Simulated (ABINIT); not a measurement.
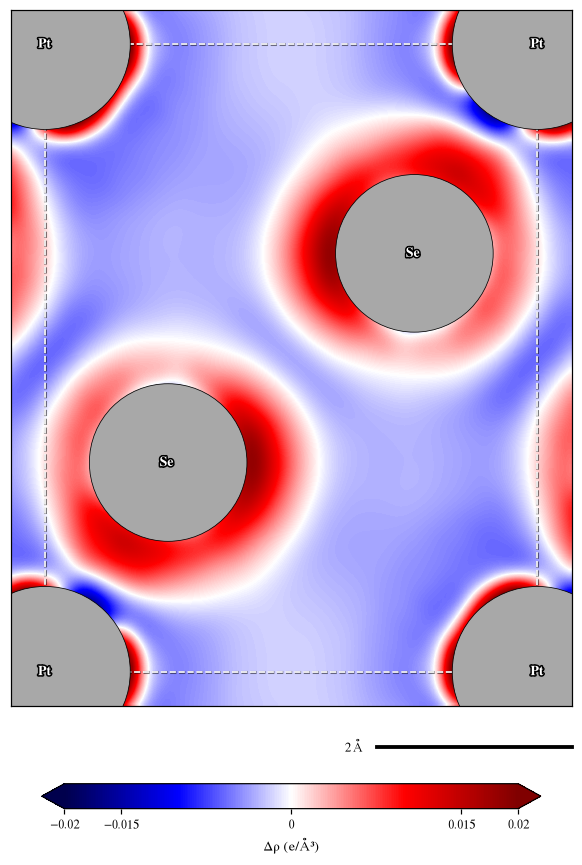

PtSe2. Difference of the valence pseudo-densities of two functionals at the same geometry, on the (110) plane of the calculation cell: r2SCAN less WC.

Space group P-3m1.

Both computed with ABINIT (plane waves, PAW), on the same k-point mesh. Grey discs cover the atomic cores.

> What does the difference map show?

Against WC, r2SCAN gives more density around Se (+0.008 e/Å³ on average at 1.0 Å from the nucleus), less density in the space between the atoms (−0.003 e/Å³ on average) and a change of +0.007 e/Å³ at the midpoint of Pt–Se.
